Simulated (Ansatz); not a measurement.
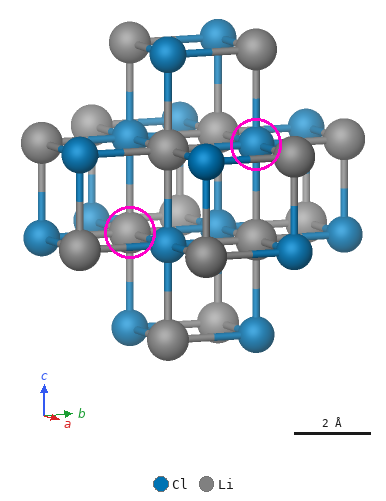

Perfect LiCl. Style: ball-and-stick. Shown: the atoms within 4.6 Å of one point, slightly off an axis.

Computed with DFT, PBEsol, PAW, plane waves (Ansatz). Set-up: plane-wave cutoff 420 eV; k-point mesh 1 × 1 × 1; mesh shifted by (0.25, 0.25, 0.25); no spin polarisation. Fermi-Dirac smearing of 0.01 eV. The axes drawn are those of the host's conventional cell.

A chlorine atom is replaced by lithium and a lithium atom is replaced by chlorine, the two sites 4.4 Å apart at the ringed places, in charge state 0. The supercell has 64 sites, and the atoms are relaxed at the host's cell.

Q: How do the neighbours respond?

A: In the host the Cl atom has 6 Li at 2.53 Å; the Li atom ends with 4 Cl at 2.26 to 2.48 Å. In the host the Li atom has 6 Cl at 2.53 Å; the Cl atom ends with 4 Li at 2.26 to 2.27 Å. Of the host's atoms, a chlorine atom moves furthest from its site, by 0.67 Å. The Li atom itself moves 4.32 Å from where it was put. The Cl atom itself moves 2.20 Å from where it was put.

The relaxed defect, seen from the same direction:

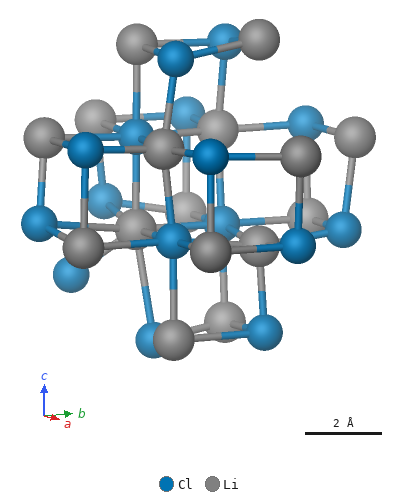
